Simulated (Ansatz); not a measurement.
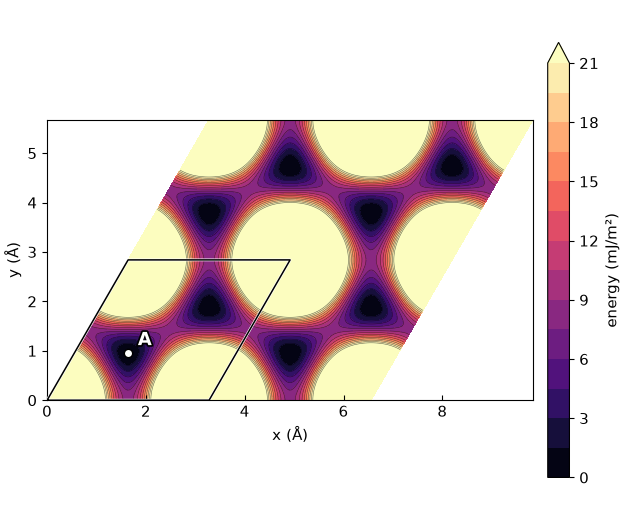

WSe₂ (P-6m2, No. 187; 6 atoms in the cell). Gamma surface: rigid slide across a plane, one fault a cell; the plane is (0 0 1) of the conventional cell, and the faces at the cut hold Se and Se. Places are given modulo a cell vector. The map is drawn in real space over the plane of the slide. Nothing is relaxed (rigid halves, spacing across the cut fixed). The scan uses a 12 × 12 grid; 19 points were computed and 125 follow by symmetry. Energies: mJ/m², counted from the lowest grid point. Method: DFT PBE+D3(BJ), scalar-relativistic, plane waves, PAW in Ansatz 0.2.0. Settings: cutoff 420 eV, k-mesh 9×9×2 in the order of the run's cell vectors, gaussian smearing 0.05 eV, no spin polarisation.

Drawn: filled contours, the outline of one cell of the 2 × 2 shown, one colour for all values above the top of the scale, the point A. Between grid points the surface is interpolated.

Q: Find the lowest pass out of the well at A.

A: The easiest path leads from the well at (4/12, 4/12) of the cell vectors to a well of about the same depth at (8/12, 8/12) of the cell vectors. Its highest point lies about 8.3 mJ/m² above the bottom of the first well on the interpolated surface, at (6/12, 6/12) of the cell vectors. This is the barrier on the constrained surface; relaxing the other coordinates would change it.

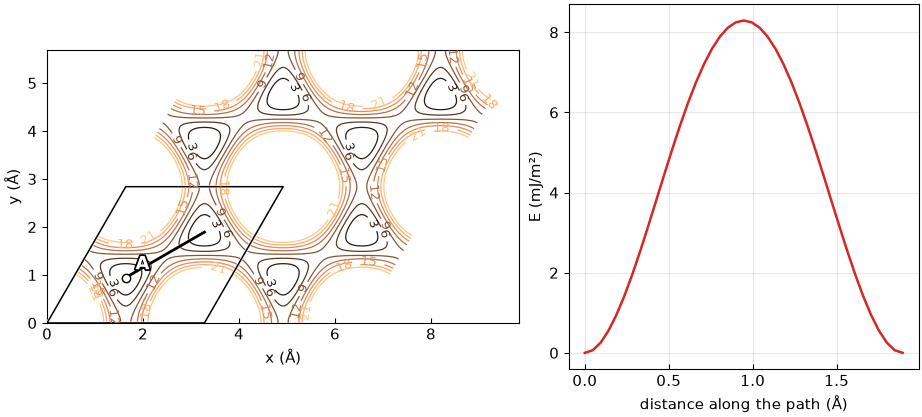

In the figure: contour lines labelled in mJ/m² (none above 21), a line along the lowest path, the outline of one cell of the 2 × 2 shown, the energy along the path at the right. Between grid points the surface is interpolated.

PAW datasets: the set soft_1.
